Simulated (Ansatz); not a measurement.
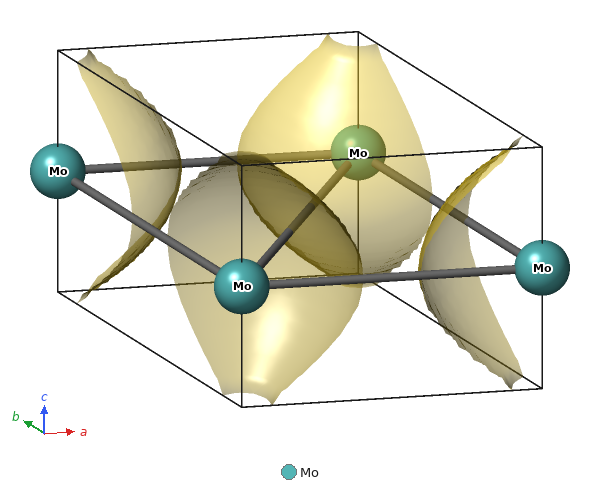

Figure 1: Mo. Isosurface of the valence charge density (pseudo) at 0.5 e/Å³ (yellow), seen at an oblique angle. Sticks mark near contacts.

Space group P6/mmm; a structure from a database of computed crystals, not necessarily the ambient phase; computed without spin polarisation.

Computed with Ansatz, DFT PBEsol, scalar-relativistic, plane waves, PAW.

The density is the valence pseudo-density of a PAW calculation; it isn't the true density close to the nuclei.

Question: How is the density connected at this value?

Answer: At this value the density is joined into chains; it holds about 80 % of the electrons treated as valence (semicore included). It bridges the shortest Mo–Mo (2.49 Å) contact, where the density stays above the isovalue. It is pinched off along the shortest Mo–Mo (2.74 Å) contacts. On the grid the lowest density along these lines, outside the cores, is 0.58 e/Å³ (Mo–Mo, 2.49 Å) and 0.37 e/Å³ (Mo–Mo, 2.74 Å).

Question: Does the calculation give a band gap?

Answer: It is metallic or semimetallic at this level of theory: no gap opens.
